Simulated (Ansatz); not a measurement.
W

Input file:

```
crystal:
  lattice:
    - [-1.8875023084, 1.8879129919, 1.3339091072]
    - [1.8879129919, -1.8875023084, 1.3339091072]
    - [3.1791218809, 3.1791218809, -1.3331569396]
  atoms:
    - { symbol: W, position: [5.96827e-05, 0.9999403173, 0.0] }
    - { symbol: W, position: [0.7499403173, 0.2500596827, 0.5] }
hamiltonian:
  xc: pbesol
  pseudopotentials:
    kind: paw
    azcp:
      W: "pseudopotentials/W.paw.azcp"
basis:
  ecutwfc: 420
  fft_grid_basis: typed
kpoints:
  mp_grid: { grid: [15, 15, 8], shift: [0, 0, 0] }
magnetization:
  spin_polarized: false
scf:
  occupations: { method: fermi_dirac, width: 0.1 }
  lower_state_search: "off"
output:
  stress: true
  write_density: true
  write_potential: true
  elf: true
  volumetric_format: npy
```

Below, planes, directions and counts refer to the conventional cell (a = 2.67 Å, b = 5.34 Å, c = 8.99 Å, α = 90.00°, β = 89.98°, γ = 90.00°).

Space group Fddd; set up as W, beta-Sn type; a generated structure, not necessarily the stable one; changed on purpose from its base cell (volume × 1.0).

All numbers below come from DFT, PBEsol, plane waves (420 eV) with PAW, scalar-relativistic (Ansatz 0.2.0).

What can the converged valence pseudo-density and electron localisation function tell about the bonding?

Answer. W–W (2.67 Å): the density is about 0.47 e/Å³ at the midpoint; the ELF is about 0.40 at the midpoint.

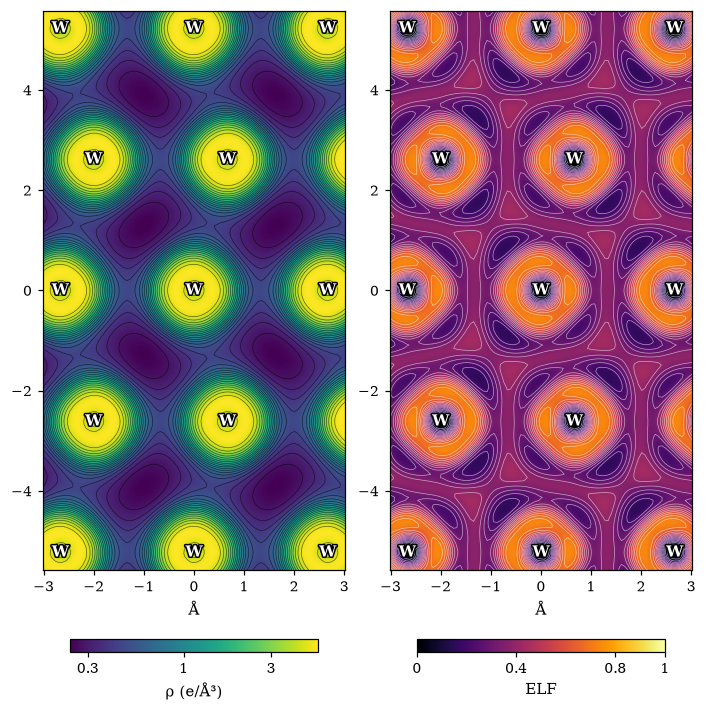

Computed valence pseudo-density and electron localisation function on the (011) plane of the conventional cell, in this order. 
